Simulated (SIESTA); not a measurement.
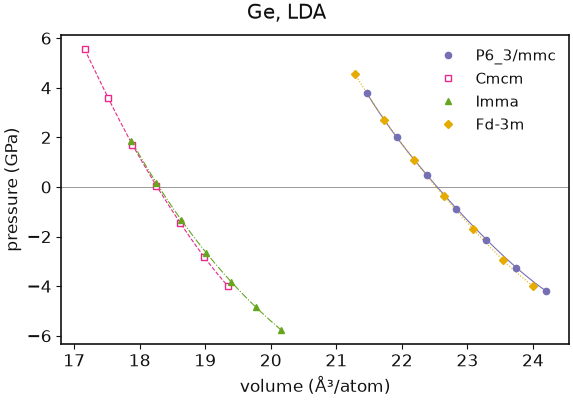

**Figure.** Pressure against volume, with one curve for each structure, for Ge.

Settings that differ: P6_3/mmc: k mesh 8×8×4; Cmcm: k mesh 10×10×6; Imma: k mesh 11×11×11; Fd-3m: k mesh 8×8×8.

The fitted equilibrium volumes, smallest first, are Cmcm 18.265, Imma 18.293, Fd-3m 22.515, P6_3/mmc 22.537 Å³/atom. The fitted bulk moduli, smallest first, are P6_3/mmc 68.8, Fd-3m 71.3, Imma 75.5, Cmcm 78.8 GPa. For P6_3/mmc, the pressure falls from 3.79 GPa at volume 21.46 Å³/atom to −4.20 GPa at 24.20 Å³/atom, and changes sign near 22.54 Å³/atom. For Cmcm, the pressure falls from 5.56 GPa at volume 17.16 Å³/atom to −4.00 GPa at 19.35 Å³/atom, and changes sign near 18.27 Å³/atom. For Imma, the pressure falls from 1.85 GPa at volume 17.87 Å³/atom to −5.76 GPa at 20.16 Å³/atom, and changes sign near 18.30 Å³/atom.

Method: DFT in numerical atomic orbitals with pseudopotentials, no spin polarisation; energies at scaled volumes of the given cell, shape and fractions fixed, counted from the fit's minimum, third-order Birch-Murnaghan fit (SIESTA 5.4.2). Level: LDA.

occupations Fermi–Dirac; smearing width 0.05 eV; potentials PseudoDojo 0.4 standard, converted to PSML, two zetas on semicore shells.

Caveats: mulliken charges of long orbitals; shape and atomic fractions are frozen while scaling, which makes layered, chain and framework solids too stiff.
